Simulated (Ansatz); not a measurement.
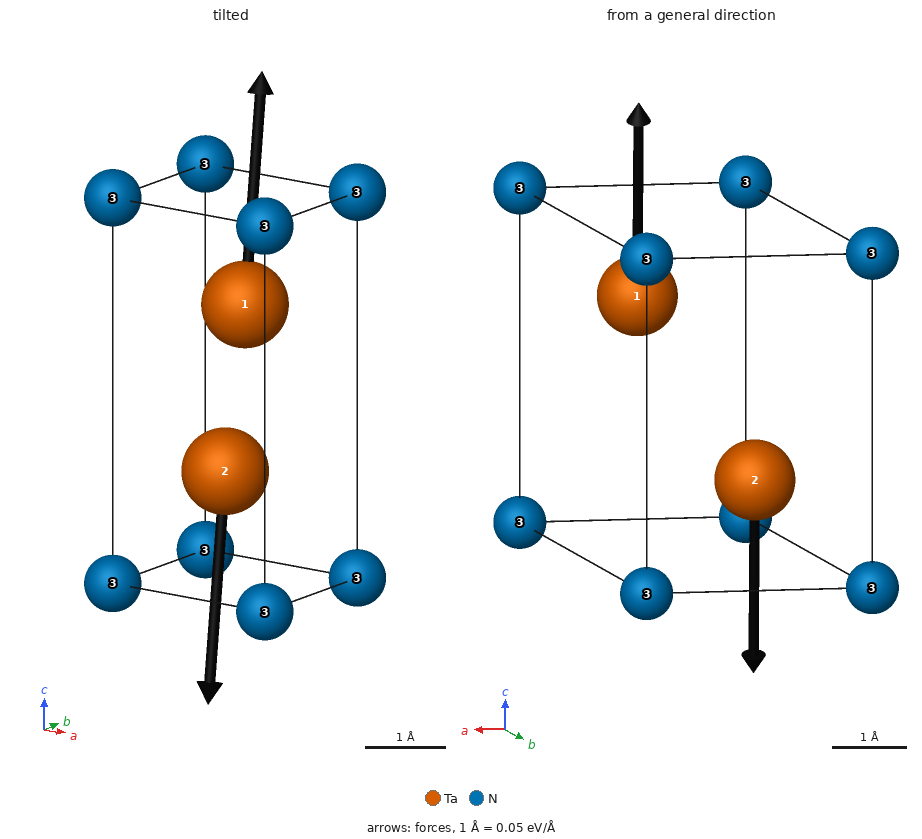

Crystal structure, spheres-only style, seen slightly off an axis and from a general direction. The simulation cell is outlined; an atom on or near a face, edge or corner is repeated at each equivalent position. The arrows are the computed forces on the atoms.

System: Ta2N. Theory: DFT r2SCAN, scalar-relativistic, plane waves, PAW (Ansatz 0.2.0). Numerical settings: a 500 eV plane-wave basis, k-points on an 18×18×10 grid, Gaussian smearing of 0.15 eV, no spin polarisation.

> Is the structure at a minimum of the energy?

No. The atoms still feel forces of up to about 0.12 eV/Å, above a usual threshold of 0.01 to 0.03 eV/Å.

> Identify the atom with the maximum force.

Ta1 and Ta2, about 0.12 eV/Å.

It derives from a structure listed in the Materials Project. The cell was then strained or its atoms displaced on purpose. It was the input of a calculation with Ansatz.
